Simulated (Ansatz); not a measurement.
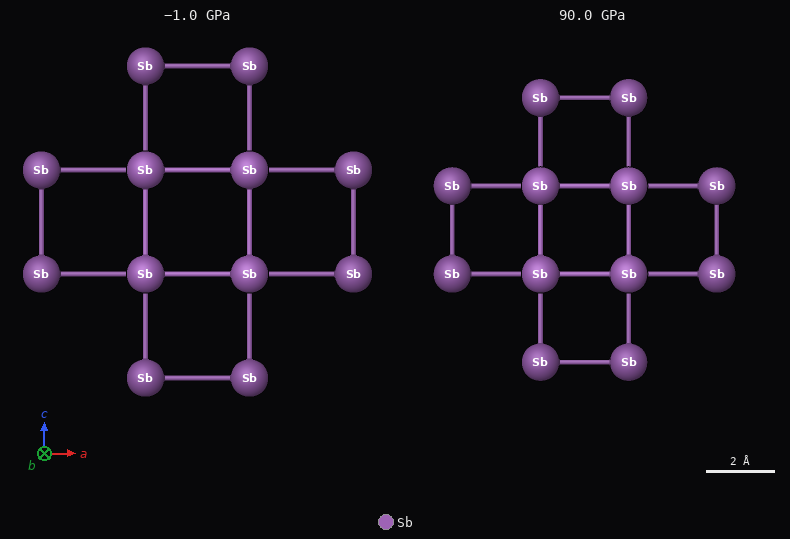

A crystal of Sb (set up in Pm-3m), relaxed (cell and atoms) at several target pressures. The picture shows the first and the last member. The picture is a ball-and-stick view of the cell of the calculation, seen along the b axis.

Computed with Ansatz 0.2.0: DFT PBEsol, scalar-relativistic, plane waves, PAW. (plane-wave cutoff 420 eV; k-point mesh 14 × 14 × 14 at −1.0 to 25.0, 16 × 16 × 16 at 50.0 and 90.0 GPa; occupations gaussian; smearing width 0.1 eV; no spin polarisation; cell and atoms relaxed; force threshold 0.008 eV/Å)

```json
{"pressure (GPa)": "−1.0", "volume (Å³/atom)": "29.189", "a (Å)": "3.079"}
{"pressure (GPa)": "0.0", "volume (Å³/atom)": "28.702", "a (Å)": "3.062"}
{"pressure (GPa)": "1.0", "volume (Å³/atom)": "?", "a (Å)": "?"}
{"pressure (GPa)": "4.0", "volume (Å³/atom)": "27.080", "a (Å)": "3.003"}
{"pressure (GPa)": "12.0", "volume (Å³/atom)": "24.906", "a (Å)": "2.920"}
{"pressure (GPa)": "25.0", "volume (Å³/atom)": "22.713", "a (Å)": "2.832"}
{"pressure (GPa)": "50.0", "volume (Å³/atom)": "20.135", "a (Å)": "2.721"}
{"pressure (GPa)": "90.0", "volume (Å³/atom)": "17.774", "a (Å)": "2.610"}
```

**Fill in the missing row.**

Murnaghan's form V = V₀(1 + B′P/B₀)^(−1/B′), with V₀ = 28.702 Å³ from the row at zero pressure, fits the other rows with B₀ = 64.0 GPa and B′ = 3.94 (largest miss 0.062 Å³). At 1.0 GPa it gives 28.702 × (1 + 3.94 × 1.0/64.0)^(−1/3.94) = 28.270 Å³ per atom. The calculation gives 28.243 Å³/atom (a = 3.045 Å). The estimate is 0.027 Å³/atom too high. From the first member to the last: Sb–Sb 3.079 → 2.610 Å.

The whole series:

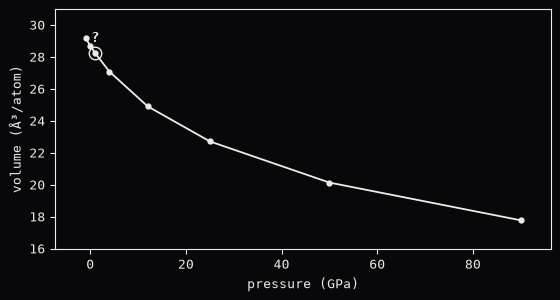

Each member starts from this one structure; whether another phase lies lower wasn't checked.
